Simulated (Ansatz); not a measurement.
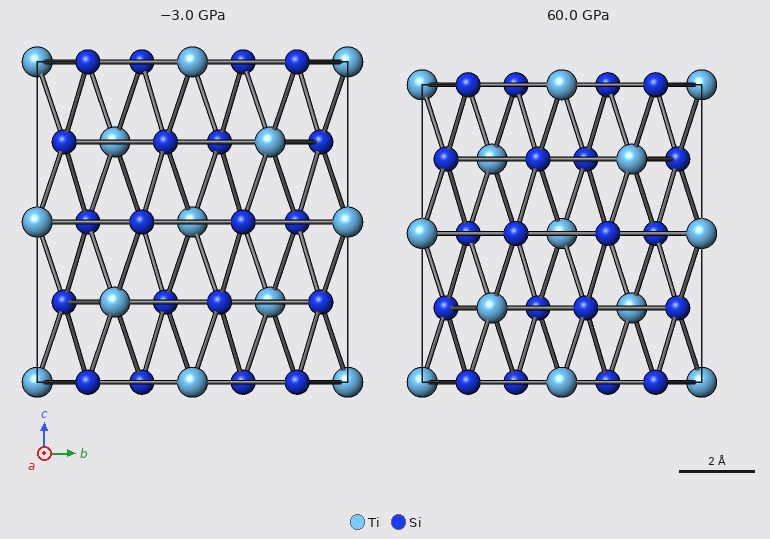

Crystalline TiSi2 (set up in Fddd), relaxed (cell and atoms) at several target pressures. The picture shows the first and the last member. The picture is a ball-and-stick view of the conventional cell (4 times the calculation's cell), seen along the a axis. Lengths and directions refer to the drawn axes.

Computed with Ansatz 0.2.0: DFT PBE, scalar-relativistic, plane waves, PAW. Settings: plane-wave cutoff 420 eV; k-point mesh 10 × 10 × 10; occupations gaussian; smearing width 0.1 eV; no spin polarisation; cell and atoms relaxed; force threshold 0.008 eV/Å.

| pressure (GPa) | volume (Å³/atom) | a (Å) | b (Å) | c (Å) |
| --- | --- | --- | --- | --- |
| −3.0 | 14.502 | 4.846 | 8.344 | 8.607 |
| 0.0 | 14.180 | 4.808 | 8.270 | 8.559 |
| 3.0 | 13.892 | 4.775 | 8.203 | 8.513 |
| 8.0 | 13.472 | 4.723 | 8.105 | 8.447 |
| 15.0 | ? | ? | ? | ? |
| 30.0 | 12.157 | 4.560 | 7.789 | 8.215 |
| 60.0 | 11.029 | 4.413 | 7.507 | 7.991 |

Estimate the missing row from the others, and compare with the calculation.

Answer. Murnaghan's form V = V₀(1 + B′P/B₀)^(−1/B′), with V₀ = 14.180 Å³ from the row at zero pressure, fits the other rows with B₀ = 142 GPa and B′ = 3.84 (largest miss 0.009 Å³). At 15.0 GPa it gives 14.180 × (1 + 3.84 × 15.0/142)^(−1/3.84) = 12.977 Å³ per atom. The calculation gives 12.979 Å³/atom (a = 4.663 Å, b = 7.987 Å, c = 8.364 Å). The estimate is 0.002 Å³/atom too low. From the first member to the last: Si–Ti 2.811 → 2.519 Å, Ti–Ti 3.233 → 2.955 Å, Si–Si 2.824 → 2.553 Å.

The whole series:

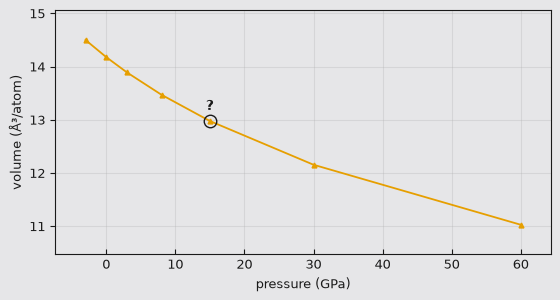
